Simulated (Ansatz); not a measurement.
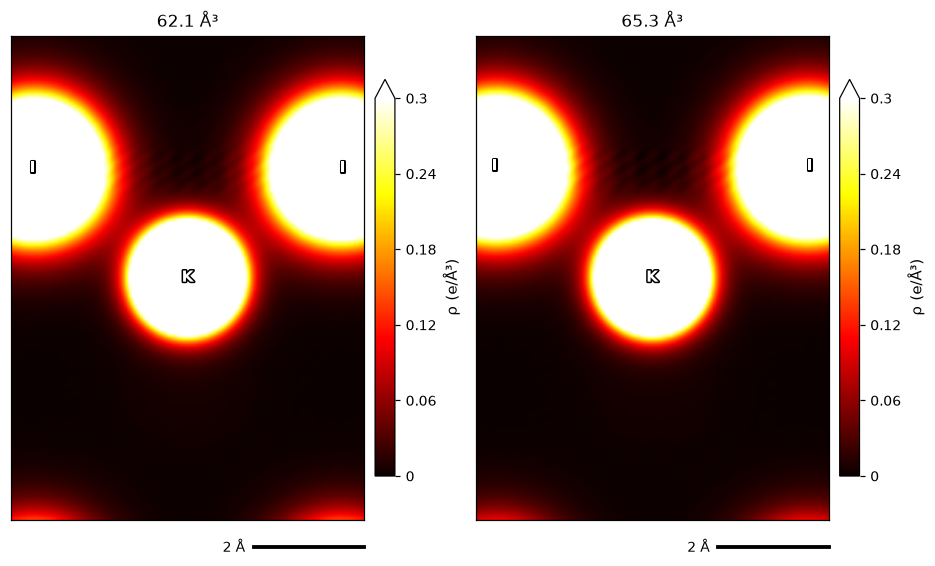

KI. The valence electron density of cells scaled evenly to different volumes (given per atom above each panel), on the (011̄) plane of each (indices in the axes of the cell below), at one length scale and on one colour scale.

Level of theory: DFT, PBE, PAW with Ansatz's default frozen-core files, scalar-relativistic in Ansatz.

In a PAW calculation such maps are meaningful between the atoms, not at the nuclei.

The largest cell:

```
K I
1.0
     0.00000    4.02758    4.02758
     4.02758    0.00000    4.02758
     4.02758    4.02758    0.00000
K I
1 1
Direct
  0.00000 0.00000 0.00000
  0.25000 0.25000 0.25000
```

| volume (Å³/atom) | K–I contact in the plane (Å) | ρ at its midpoint (e/Å³) | pressure (GPa) | gap on the mesh (eV) | 
| --- | --- | --- | --- | --- |
| 62.15 | 3.430 | 0.105 | 0.2 | 3.94 | 
| 63.74 | 3.459 | ? | ? | ? | 
| 65.33 | 3.488 | 0.096 | −0.2 | 3.86 | 

### What values belong in the row with question marks?

Over the known rows ln ρ falls by 1.55 per Å of K–I distance (the line through the two), which gives 0.100 e/Å³ at 3.459 Å; the calculation gives 0.100 e/Å³. For the pressure, a straight line in volume between the neighbouring rows gives 0.0 GPa; the calculation gives 0.0. For the gap on the mesh, a straight line in volume between the neighbouring rows gives 3.90 eV; the calculation gives 3.90.
